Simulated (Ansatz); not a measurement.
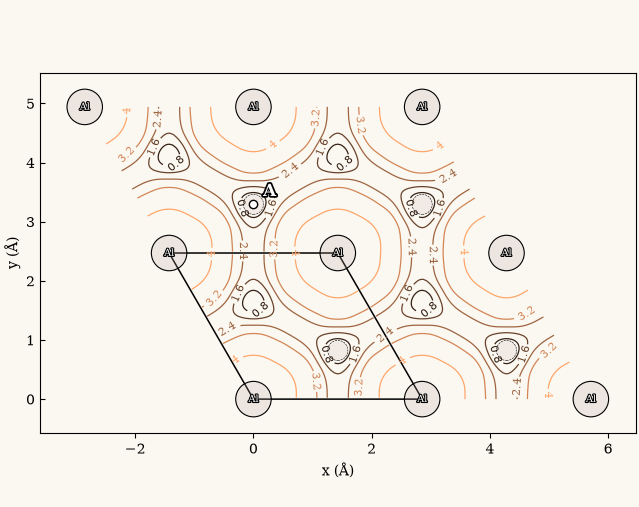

N on an Al(001) slab cut from the P6_3/mmc phase, its upper half relaxed before the scan (9 atoms of substrate and one adsorbate in a 1 × 1 cell). 
- N is moved over the surface cell; relaxed at each place: the height of the adsorbate's atoms; substrate rigid; the origin of the map has the adsorbate above Al9.
- Places are given modulo a cell vector. The map is drawn in real space over the plane of the surface.
- Grid: 6 × 6 points; 10 points were computed and 26 follow by symmetry.
- All energies are given in eV relative to the lowest grid point.
- With one adsorbate in each 1 × 1 cell, its nearest image is 2.9 Å away, so neighbouring adsorbates interact.
- Method: DFT PBE, scalar-relativistic, plane waves, PAW in Ansatz 0.2.0. Settings: cutoff 420 eV, k-mesh 9×9×1, gaussian smearing 0.1 eV, no spin polarisation.

In the figure: contour lines labelled in eV, labelled circles for the atoms of the top layer and small ones for the second layer, the outline of one cell of the 2 × 2 shown, the point A. Between grid points the surface is interpolated.

**Find the lowest pass out of the well at A.**

The easiest path leads from the well at a threefold hollow over a second-layer Al atom, (4/6, 2/6) of the cell vectors to the well at a threefold hollow over a third-layer Al atom, (2/6, 4/6) of the cell vectors, about 0.25 eV higher. Its highest point lies about 2 eV above the bottom of the first well on the interpolated surface, at about (0.48, 0.97) of the cell vectors. Seen from the upper well the barrier is about 1.8 eV. This is the barrier on the constrained surface; relaxing the other coordinates would change it.

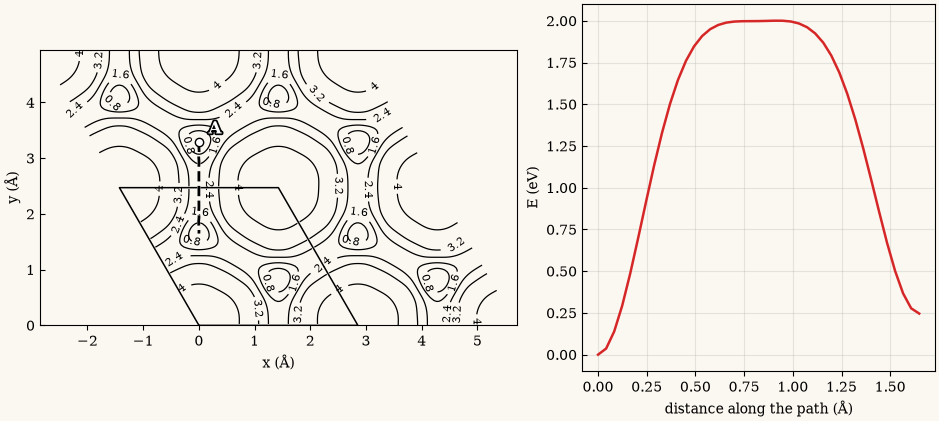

The picture shows contour lines labelled in eV, a line along the lowest path, the outline of one cell of the 2 × 2 shown, the energy along the path at the right. Between grid points the surface is interpolated.

PAW datasets: the set soft_1.
